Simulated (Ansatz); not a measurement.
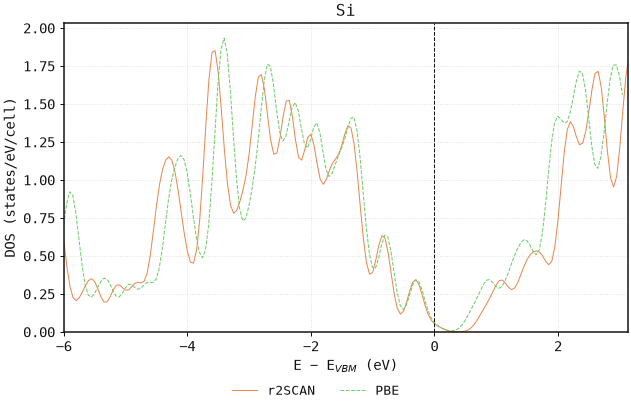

Total densities of states of Si, space group Fd-3m (No. 227), 2 atoms in the cell, diamond type, hydrostatic strain −0.4%, by two methods on the same cell. The curves are built from the levels of the k mesh with Gaussians 0.3 eV wide, which also blur the band edges. Each is counted from its own valence-band top.

How do the methods compare?

Answer. r2SCAN gives a gap of 0.79 eV and PBE gives a gap of 0.57 eV.

Settings. r2SCAN: DFT, r2SCAN, plane waves, PAW, no spin polarisation, 8×8×8 k mesh, 500 eV cutoff (Ansatz 0.2.0). PBE: DFT, PBE, plane waves, PAW, no spin polarisation, 8×8×8 k mesh, 420 eV cutoff (Ansatz 0.2.0).
